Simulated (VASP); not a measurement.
Run report: NaCl, band-structure calculation

- system: NaCl (F-43m, 2 atoms in the cell)
- method: DFT, PBE0, plane waves, PAW (VASP 6.6.1)

The structure was built on a prototype by a generator. The geometry comes from this level: r2SCAN.

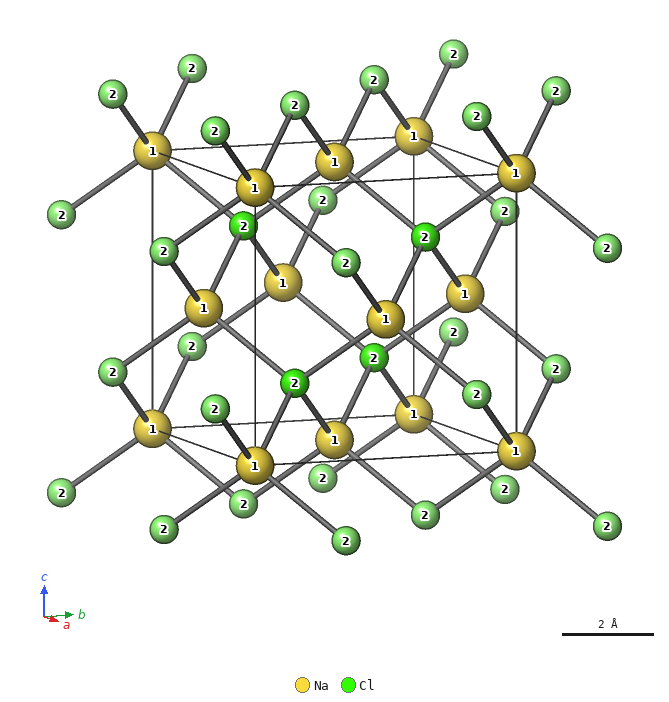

*The structure (ball-and-stick view of the cell 4 times as large as that of the calculation, set on its symmetry axes, seen slightly off an axis; neighbours outside the cell are drawn fainter; atoms are numbered from 1 in the order of the input).*

Near neighbours in the crystal (not all of them lie inside the picture): Na has 4 Cl at 2.67 Å; Cl has 4 Na at 2.67 Å.

**INCAR**
```
AEXX = 0.250000
ENCUT = 520.000000
SIGMA = 0.010000
EDIFF = 1.00e-07
ALGO = Normal
GGA = PE
PREC = Accurate
PRECFOCK = Fast
IBRION = -1
ISIF = 2
ISMEAR = 0
ISTART = 1
NBANDS = 14
NELM = 120
NSW = 0
LASPH = .TRUE.
LCHARG = .FALSE.
LHFCALC = .TRUE.
LWAVE = .FALSE.
LREAL = .FALSE.
HFRCUT = -1
```

**KPOINTS**
```
KPOINTS created by Atomic Simulation Environment
0
Gamma
6 6 6
0 0 0
```

**KPOINTS_OPT**
```
special points
6
Reciprocal
0.0000000000 0.0000000000 0.0000000000 1
0.5000000000 0.0000000000 0.5000000000 1
0.5000000000 0.2500000000 0.7500000000 1
0.3750000000 0.3750000000 0.7500000000 1
0.5000000000 0.5000000000 0.5000000000 1
0.6250000000 0.2500000000 0.6250000000 1
```

**POSCAR**
```
Na Cl
 1.0000000000000000
     0.0000000000000000    3.0872728252856900    3.0872728252856900
     3.0872728252856900    0.0000000000000000    3.0872728252856900
     3.0872728252856900    3.0872728252856900   -0.0000000000000000
 Na  Cl
   1   1
Cartesian
  0.0000000000000000  0.0000000000000000  0.0000000000000000
  1.5436364126428450  1.5436364126428450  1.5436364126428450
```

Machine: 1 CPU thread, shared host.

Launch command:
```bash
mpirun -np 1 vasp_std
```

**OSZICAR**
```
N       E                     dE             d eps       ncg     rms          rms(c)
DAV:   1    -0.823799836607E+01   -0.82380E+01   -0.13445E-01   490   0.323E+00    0.421E-01
DAV:   2    -0.823950399712E+01   -0.15056E-02   -0.92497E-03   580   0.116E+00    0.303E-01
DAV:   3    -0.823920549053E+01    0.29851E-03   -0.74427E-04   604   0.364E-01    0.182E-01
DAV:   4    -0.823915835668E+01    0.47134E-04   -0.11605E-04   610   0.134E-01    0.111E-01
DAV:   5    -0.823915345606E+01    0.49006E-05   -0.19394E-05   580   0.483E-02    0.665E-02
DAV:   6    -0.823915426641E+01   -0.81035E-06   -0.39763E-06   556   0.194E-02    0.387E-02
DAV:   7    -0.823915576140E+01   -0.14950E-05   -0.14370E-06   550   0.104E-02    0.220E-02
DAV:   8    -0.823915698014E+01   -0.12187E-05   -0.69710E-07   544   0.657E-03    0.125E-02
DAV:   9    -0.823915778999E+01   -0.80985E-06   -0.35743E-07   556   0.432E-03    0.717E-03
DAV:  10    -0.823915828006E+01   -0.49007E-06   -0.18995E-07   538   0.294E-03    0.420E-03
DAV:  11    -0.823915856053E+01   -0.28047E-06   -0.10201E-07   544   0.204E-03    0.252E-03
DAV:  12    -0.823915871479E+01   -0.15426E-06   -0.54821E-08   532   0.143E-03    0.155E-03
DAV:  13    -0.823915879709E+01   -0.82302E-07   -0.29522E-08   556   0.102E-03
   1 F= -.82391588E+01 E0= -.82391588E+01  d E =-.356598E-29
       N       E                     dE             ncg
DAV:   1    -0.416335006130E+03   -0.28379E+04      168
DAV:   2    -0.111493941578E+04   -0.69860E+03      186
DAV:   3    -0.118068575992E+04   -0.65746E+02      216
DAV:   4    -0.118252154744E+04   -0.18358E+01      210
DAV:   5    -0.118255540725E+04   -0.33860E-01      248
DAV:   6    -0.118255638805E+04   -0.98080E-03      228
DAV:   7    -0.118255643027E+04   -0.42221E-04      246
DAV:   8    -0.118255643166E+04   -0.13895E-05      214
DAV:   9    -0.118255643173E+04   -0.69236E-07      198
```

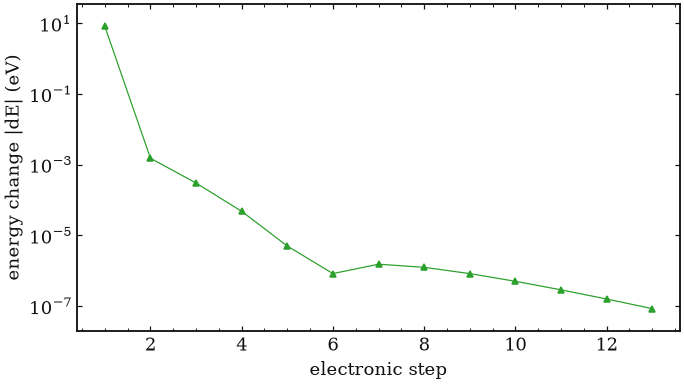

*Convergence of the self-consistent field: energy change |dE| against the electronic step.*

It takes 13 electronic steps.

**Parts of OUTCAR**
```
k-points           NKPTS =     16   k-points in BZ     NKDIM =    216   number of bands    NBANDS=     14

   NELECT =      14.0000    total number of electrons

   dimension x,y,z NGX =    32 NGY =   32 NGZ =   32
   dimension x,y,z NGXF=    64 NGYF=   64 NGZF=   64

  energy-cutoff  :      520.00
  volume of cell :       58.85
      direct lattice vectors                 reciprocal lattice vectors
     0.000000000  3.087272825  3.087272825    -0.161955236  0.161955236  0.161955236
     3.087272825  0.000000000  3.087272825     0.161955236 -0.161955236  0.161955236
     3.087272825  3.087272825  0.000000000     0.161955236  0.161955236 -0.161955236

 k-points in reciprocal lattice and weights: KPOINTS created by Atomic Simulation Env
   0.00000000  0.00000000  0.00000000       0.005
   0.16666667  0.00000000  0.00000000       0.037
   0.33333333  0.00000000  0.00000000       0.037
   0.50000000  0.00000000  0.00000000       0.019
   0.16666667  0.16666667  0.00000000       0.028
   0.33333333  0.16666667  0.00000000       0.111
   0.50000000  0.16666667  0.00000000       0.111
  -0.33333333  0.16666667  0.00000000       0.111
  -0.16666667  0.16666667  0.00000000       0.056
   0.33333333  0.33333333  0.00000000       0.028
   0.50000000  0.33333333  0.00000000       0.111
  -0.33333333  0.33333333  0.00000000       0.056
   0.50000000  0.50000000  0.00000000       0.014
   0.50000000  0.33333333  0.16666667       0.111
  -0.33333333  0.33333333  0.16666667       0.111
  -0.33333333  0.50000000  0.16666667       0.056

 E-fermi :  -3.7284

 k-point     1 :       0.0000    0.0000    0.0000
  band No.  band energies     occupation
      1     -26.4604      2.00000
      2     -26.4604      2.00000
      3     -26.4604      2.00000
      4     -17.0979      2.00000
      5      -3.8048      2.00000
      6      -3.8048      2.00000
      7      -3.8048      2.00000
      8       3.1786      0.00000
      9       9.7138      0.00000
     10       9.7139      0.00000
     11       9.7139      0.00000
     12      11.5802      0.00000
     13      11.5802      0.00000
     14      13.8708      0.00000

 k-point     2 :       0.1667    0.0000    0.0000
  band No.  band energies     occupation
      1     -26.4639      2.00000
      2     -26.4608      2.00000
      3     -26.4608      2.00000
      4     -17.0593      2.00000
      5      -4.1355      2.00000
      6      -3.8315      2.00000
      7      -3.8315      2.00000
      8       3.8021      0.00000
      9       9.0345      0.00000
     10       9.8229      0.00000
     11       9.8229      0.00000
     12      11.0892      0.00000
     13      11.0892      0.00000
     14      12.8085      0.00000

 k-point     3 :       0.3333    0.0000    0.0000
  band No.  band energies     occupation
      1     -26.4710      2.00000
      2     -26.4616      2.00000
      3     -26.4616      2.00000
      4     -16.9808      2.00000
      5      -4.6913      2.00000
      6      -3.8838      2.00000
      7      -3.8838      2.00000
      8       5.0867      0.00000
      9       7.9303      0.00000
     10       9.3579      0.00000
     11       9.3579      0.00000
     12      11.9829      0.00000
     13      11.9830      0.00000
     14      12.3160      0.00000

 k-point     4 :       0.5000    0.0000    0.0000
  band No.  band energies     occupation
      1     -26.4745      2.00000
      2     -26.4621      2.00000
      3     -26.4621      2.00000
      4     -16.9409      2.00000
      5      -4.9329      2.00000
      6      -3.9092      2.00000
      7      -3.9092      2.00000
      8       5.9153      0.00000
      9       7.2478      0.00000
     10       9.0808      0.00000
     11       9.0808      0.00000
     12      12.7640      0.00000
     13      13.5829      0.00000
     14      13.5829      0.00000

 k-point     5 :       0.1667    0.1667    0.0000
  band No.  band energies     occupation
      1     -26.4642      2.00000
      2     -26.4614      2.00000
      3     -26.4614      2.00000
      4     -17.0465      2.00000
      5      -4.1366      2.00000
      6      -3.8908      2.00000
      7      -3.8908      2.00000
      8       3.9881      0.00000
      9       8.9078      0.00000
     10       9.6896      0.00000
     11      10.0180      0.00000
     12      10.0180      0.00000
     13      11.9621      0.00000
     14      14.3813      0.00000

 k-point     6 :       0.3333    0.1667    0.0000
  band No.  band energies     occupation
      1     -26.4695      2.00000
      2     -26.4624      2.00000
      3     -26.4623      2.00000
      4     -16.9815      2.00000
      5      -4.5368      2.00000
      6      -3.9727      2.00000
      7      -3.9583      2.00000
      8       4.9982      0.00000
      9       8.1121      0.00000
     10       8.7588      0.00000
     11       9.9760      0.00000
     12      10.8490      0.00000
     13      12.6052      0.00000
     14      13.6153      0.00000

 k-point     7 :       0.5000    0.1667    0.0000
  band No.  band energies     occupation
      1     -26.4737      2.00000
      2     -26.4636      2.00000
      3     -26.4626      2.00000
      4     -16.9286      2.00000
      5      -4.8145      2.00000
      6      -4.0911      2.00000
      7      -3.9678      2.00000
      8       6.1565      0.00000
      9       7.0858      0.00000
     10       8.7635      0.00000
     11       9.5480      0.00000
     12      11.9168      0.00000
     13      13.6666      0.00000
     14      14.0179      0.00000

 k-point     8 :      -0.3333    0.1667    0.0000
  band No.  band energies     occupation
      1     -26.4726      2.00000
      2     -26.4639      2.00000
      3     -26.4621      2.00000
      4     -16.9418      2.00000
      5      -4.7403      2.00000
      6      -4.1302      2.00000
      7      -3.9106      2.00000
      8       5.9071      0.00000
      9       7.4116      0.00000
     10       8.6686      0.00000
     11       9.4931      0.00000
     12      11.7462      0.00000
     13      13.2011      0.00000
     14      13.8684      0.00000

 k-point     9 :      -0.1667    0.1667    0.0000
  band No.  band energies     occupation
      1     -26.4677      2.00000
      2     -26.4625      2.00000
      3     -26.4612      2.00000
      4     -17.0074      2.00000
      5      -4.4149      2.00000
      6      -4.0040      2.00000
      7      -3.8419      2.00000
      8       4.6465      0.00000
      9       8.6015      0.00000
     10       8.8967      0.00000
     11       9.9629      0.00000
     12      10.4235      0.00000
     13      12.2136      0.00000
     14      13.7202      0.00000

 k-point    10 :       0.3333    0.3333    0.0000
  band No.  band energies     occupation
      1     -26.4718      2.00000
      2     -26.4634      2.00000
      3     -26.4634      2.00000
      4     -16.9430      2.00000
      5      -4.6381      2.00000
      6      -4.0557      2.00000
      7      -4.0557      2.00000
      8       5.2038      0.00000
      9       7.7845      0.00000
     10       8.5306      0.00000
     11      10.8922      0.00000
     12      10.8922      0.00000
     13      13.0142      0.00000
     14      15.0562      0.00000

 k-point    11 :       0.5000    0.3333    0.0000
  band No.  band energies     occupation
      1     -26.4742      2.00000
      2     -26.4649      2.00000
      3     -26.4638      2.00000
      4     -16.9036      2.00000
      5      -4.7356      2.00000
      6      -4.2328      2.00000
      7      -4.0805      2.00000
      8       5.6096      0.00000
      9       7.5818      0.00000
     10       8.6697      0.00000
     11      10.7429      0.00000
     12      11.1697      0.00000
     13      14.0022      0.00000
     14      14.1436      0.00000

 k-point    12 :      -0.3333    0.3333    0.0000
  band No.  band energies     occupation
      1     -26.4736      2.00000
      2     -26.4661      2.00000
      3     -26.4631      2.00000
      4     -16.9031      2.00000
      5      -4.5626      2.00000
      6      -4.5123      2.00000
      7      -4.0100      2.00000
      8       6.3115      0.00000
      9       7.2377      0.00000
     10       8.5603      0.00000
     11      10.0980      0.00000
     12      11.3227      0.00000
     13      12.4320      0.00000
     14      15.1987      0.00000

 k-point    13 :       0.5000    0.5000    0.0000
  band No.  band energies     occupation
      1     -26.4755      2.00000
      2     -26.4644      2.00000
      3     -26.4644      2.00000
      4     -16.8909      2.00000
      5      -4.8346      2.00000
      6      -4.1348      2.00000
      7      -4.1348      2.00000
      8       5.2514      0.00000
      9       7.4196      0.00000
     10       9.1549      0.00000
     11      11.6844      0.00000
     12      11.6844      0.00000
     13      13.7468      0.00000
     14      13.9277      0.00000

 k-point    14 :       0.5000    0.3333    0.1667
  band No.  band energies     occupation
      1     -26.4725      2.00000
      2     -26.4646      2.00000
      3     -26.4629      2.00000
      4     -16.9293      2.00000
      5      -4.6537      2.00000
      6      -4.2197      2.00000
      7      -4.0071      2.00000
      8       5.8107      0.00000
      9       7.7283      0.00000
     10       8.2152      0.00000
     11      10.0355      0.00000
     12      11.3486      0.00000
     13      13.3962      0.00000
     14      14.1487      0.00000

 k-point    15 :      -0.3333    0.3333    0.1667
  band No.  band energies     occupation
      1     -26.4737      2.00000
      2     -26.4656      2.00000
      3     -26.4635      2.00000
      4     -16.9031      2.00000
      5      -4.6587      2.00000
      6      -4.3629      2.00000
      7      -4.0645      2.00000
      8       6.3284      0.00000
      9       7.3098      0.00000
     10       8.4797      0.00000
     11       9.7207      0.00000
     12      11.8675      0.00000
     13      12.8667      0.00000
     14      14.1023      0.00000

 k-point    16 :      -0.3333    0.5000    0.1667
  band No.  band energies     occupation
      1     -26.4744      2.00000
      2     -26.4655      2.00000
      3     -26.4644      2.00000
      4     -16.8905      2.00000
      5      -4.6737      2.00000
      6      -4.3224      2.00000
      7      -4.1678      2.00000
      8       5.8197      0.00000
      9       7.7461      0.00000
     10       8.8069      0.00000
     11       9.6199      0.00000
     12      12.2243      0.00000
     13      13.5416      0.00000
     14      13.9231      0.00000

  Total        0.1427005      0.1427005      0.1427005      0.0000000      0.0000000     -0.0000000
  in kB        3.8849095      3.8849095      3.8849095      0.0000000      0.0000000     -0.0000000
  external PRESSURE =       3.8849095 kB  Pullay stress =       0.0000000 kB

 POSITION                                       TOTAL-FORCE (eV/Angst)
 -----------------------------------------------------------------------------------
      0.00000      0.00000      0.00000         0.000000      0.000000      0.000000
      1.54364      1.54364      1.54364        -0.000000     -0.000000     -0.000000
 -----------------------------------------------------------------------------------
    total drift:                                0.000003      0.000001      0.000002

  FREE ENERGIE OF THE ION-ELECTRON SYSTEM (eV)
  ---------------------------------------------------
  free  energy   TOTEN  =        -8.2391587971 eV

  energy  without entropy=       -8.2391587971  energy(sigma->0) =       -8.23915880
```

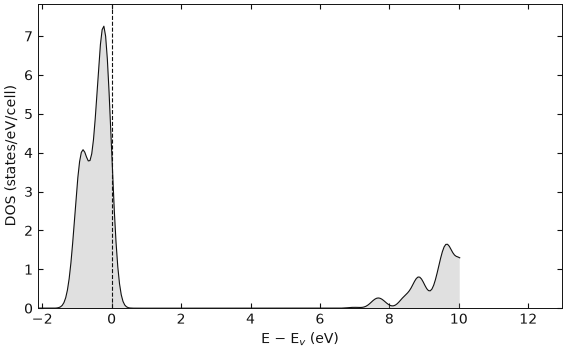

*Density of states (the curve is built from the levels of the k mesh with Gaussians 0.4 eV wide, which also blur the band edges), with energies from the valence-band top.*

There is a gap of 6.98 eV on the k-point mesh. Small ripples come from the finite k-point mesh.

**Key numbers**

| quantity | value |
| --- | --- |
| outcome | converged |
| space group (tolerance 0.01 Å) | F-43m (216) |
| electrons treated | 14 |
| free energy | −8.2392 eV |
| Fermi energy | −3.728 eV |
| band gap | 6.98 eV |
| pressure | 0.39 GPa |
| largest force (length of the vector) | under 0.001 eV/Å |
| wall time | 11 min |
| peak memory | 0.23 GiB |
